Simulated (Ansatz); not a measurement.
The coordinates of a crystal:

Space group P4/mmm (No. 123). a = 3.844 Å, b = 3.844 Å, c = 8.223 Å, α = 90.00°, β = 90.00°, γ = 90.00°
```
atom  site  symmetry       x       y       z
  Ti    1b     4/mmm  0.0000  0.0000  0.5000
  Ti    1c     4/mmm  0.5000  0.5000  0.0000
  Ti    1d     4/mmm  0.5000  0.5000  0.5000
  Al    4i      2mm.  0.0000  0.5000  0.2524
  Al    1a     4/mmm  0.0000  0.0000  0.0000
```

Question: Characterise the structure given above.

Answer: Its composition is Ti₃Al₅. Space group P4/mmm (No. 123), lattice primitive tetragonal. Counting shared atoms by their share gives 3 Ti, 5 Al, or 8 atoms. Ti takes three kinds of site: 1b with eight Al and four Ti in a cuboctahedral arrangement (2.80 Å to Al, 2.72 Å to Ti); 1c with twelve Al in a cuboctahedral arrangement at 2.72 to 2.83 Å; 1d with eight Al and four Ti in a cuboctahedral arrangement (2.80 Å to Al, 2.72 Å to Ti). Al takes two kinds of site: 4i with six Ti and six Al in a cuboctahedral arrangement (2.80 to 2.83 Å to Ti, 2.72 to 2.83 Å to Al); 1a with eight Al and four Ti in a cuboctahedral arrangement (2.83 Å to Al, 2.72 Å to Ti). The bonds build a three-dimensional framework.

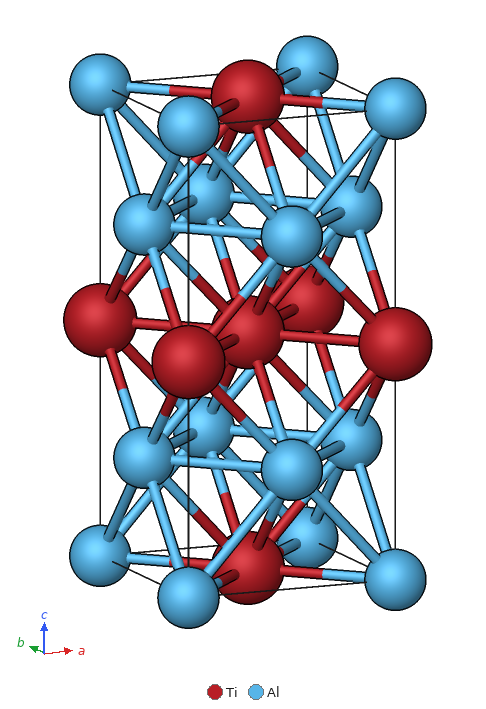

The figure gives a ball-and-stick picture of the atoms, viewed slightly off an axis. Thin lines show the conventional unit cell, with boundary atoms drawn in all their periodic places.

Origin of the cell: a structure listed in the Materials Project. Earlier steps of the study, as a rule a relaxation of our own, may have changed the cell and positions, so they can lie some per cent off the listed ones. It went into a calculation with Ansatz.
